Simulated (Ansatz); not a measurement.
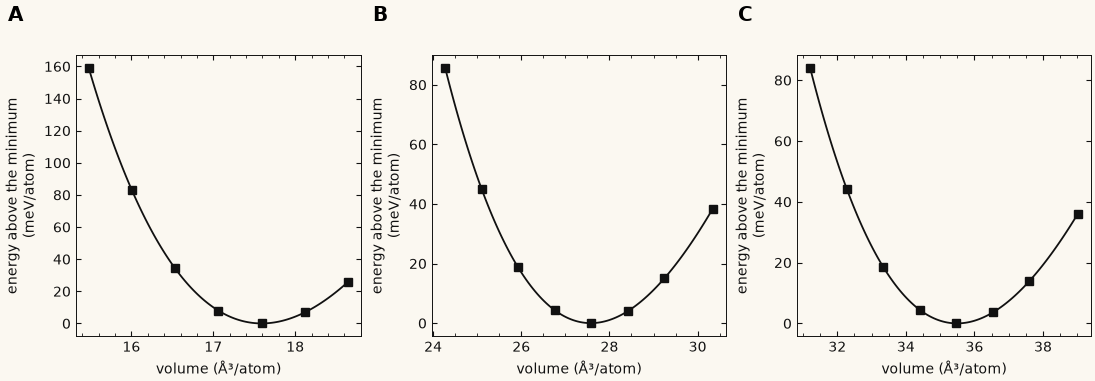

Each panel shows the energy above the minimum against volume for one of these solids: Au, Cmcm (No. 63); HgTe, F-43m (No. 216); Sn, I4_1/amd (No. 141).

Computed with Ansatz 0.2.0: third-order Birch-Murnaghan fit to density functional energies at scaled volumes of the given relaxed cell, shape and atoms relaxed at each volume; energies count from the fitted minimum; plane waves with PAW datasets, Γ-centred k mesh. Level: r2SCAN, no spin polarisation.

Which panel belongs to which solid?

Answer. A is Au (energy above the minimum from 0.0 meV/atom to 159.0 meV/atom, V0 17.59 Å³/atom, B0 150 GPa); B is Sn (energy above the minimum from −0.1 meV/atom to 85.6 meV/atom, V0 27.58 Å³/atom, B0 53.7 GPa); C is HgTe (energy above the minimum from 0.0 meV/atom to 84.0 meV/atom, V0 35.49 Å³/atom, B0 40.1 GPa).

For HgTe, limits of the calculation: bands touch, and spin-orbit coupling could open a gap.
